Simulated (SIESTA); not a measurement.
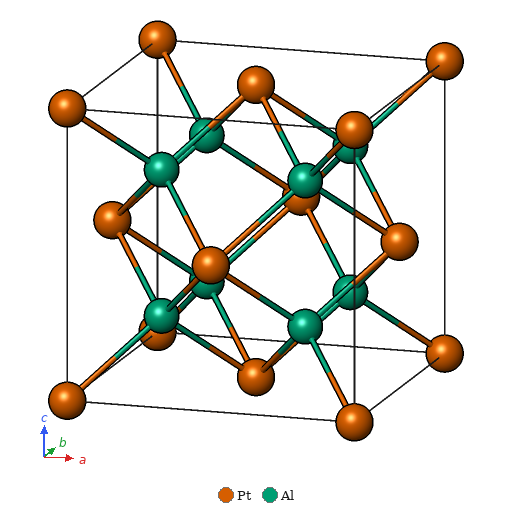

System: Al₂Pt, space group Fm-3m (No. 225). The picture shows the conventional cell.

The given structure:
```xyz
3
Lattice="0.0000 2.9550 2.9550 2.9550 0.0000 2.9550 2.9550 2.9550 0.0000" Properties=species:S:1:pos:R:3 pbc="T T T"
Pt    0.0000    0.0000    0.0000
Al    4.4325    4.4325    4.4325
Al    1.4775    1.4775    1.4775
```

Method: DFT in numerical atomic orbitals with pseudopotentials, no spin polarisation; energies at scaled volumes of the given cell, shape and fractions fixed, counted from the fit's minimum, third-order Birch-Murnaghan fit (SIESTA 5.4.2). Level: PBE.

- k mesh: 8×8×8
- occupations: Fermi–Dirac
- smearing width: 0.05 eV
- potentials: PseudoDojo 0.4 standard, converted to PSML, two zetas on semicore shells
- program settings: basis DZP, mesh cutoff 800 Ry

What does the calculation give for the energy and pressure against volume? The volume takes the values 16.17, 16.51, 16.86, 17.20, 17.55, 17.89, 18.23 Å³/atom.

A third-order Birch–Murnaghan fit gives V0 = 17.64 Å³/atom, B0 = 128 GPa and B′ = 5.0. The energy is 58.23 meV/atom at volume 16.17 Å³/atom and 7.47 meV/atom at 18.23 Å³/atom; the lowest computed point is at volume 17.55 Å³/atom (0.20 meV/atom). The pressure falls from 13.71 GPa at volume 16.17 Å³/atom to −3.92 GPa at 18.23 Å³/atom, and changes sign near 17.65 Å³/atom.

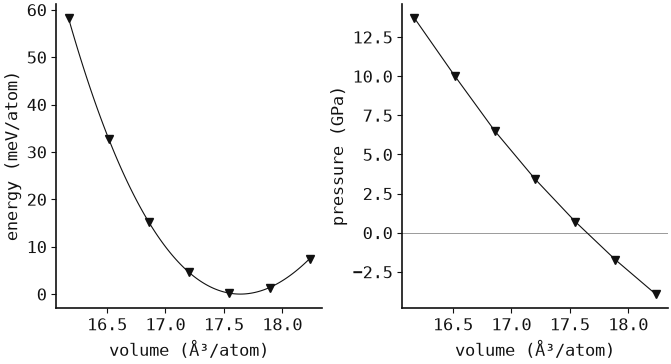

Keep in mind: mulliken charges of long orbitals; short basis over semicore shells; spin-orbit coupling left out, heavy elements.
